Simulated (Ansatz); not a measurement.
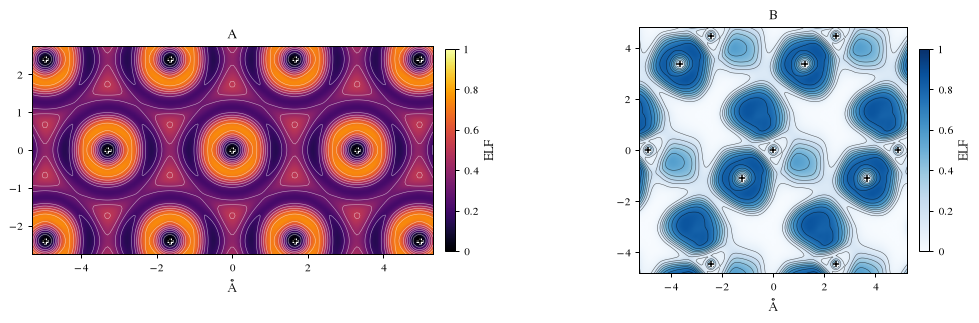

The electron localisation function of 2 systems, each on a plane through atoms (crosses mark nuclei in the plane).

All numbers below come from DFT, PBEsol, PAW with Ansatz's default frozen-core files, scalar-relativistic in Ansatz 0.2.0.

System 1: Ta, the (110) plane of the conventional cell. Space group I4/mmm; changed on purpose from its base cell (equal xx and yy strain of +3 %, PAW files); computed pressure about −14 GPa in this cell; computed without spin polarisation.

```
Ta
1.0
     3.40164    0.00000    0.00000
     0.00000    3.40164    0.00000
     0.00000    0.00000    3.30256
Ta
2
Direct
  0.00000 0.00000 0.00000
  0.50000 0.50000 0.50000
```

System 2: SiO2, the (101) plane of the conventional cell. Space group I-42d; changed on purpose from its base cell (equal xx and yy strain of +3 %, PAW files); not relaxed (largest force 0.7 eV/Å); computed pressure about −8 GPa in this cell.

```
Si O
1.0
     4.89054    0.00000    0.00000
     0.00000    4.89054    0.00000
     0.00000    0.00000    7.48800
Si O
4 8
Cartesian
  0.0000 0.0000 0.0000
  2.4453 2.4453 3.7440
  0.0000 2.4453 1.8720
  2.4453 0.0000 5.6160
  1.2226 3.0487 2.8080
  3.6679 0.6034 6.5520
  0.6034 1.2226 0.9360
  3.0487 3.6679 4.6800
  3.6679 1.8419 2.8080
  1.2226 4.2871 6.5520
  1.8419 1.2226 4.6800
  4.2871 3.6679 0.9360
```

**Match each panel to its system.**

Panel A is system 1, Ta: the plane holds Ta. Ta–Ta (2.92 Å): the ELF is about 0.30 at the midpoint. Panel B is system 2, SiO2: the plane holds Si and O. Si–O (1.65 Å): the ELF peaks at about 0.85 between the atoms, as expected for a polar covalent bond.
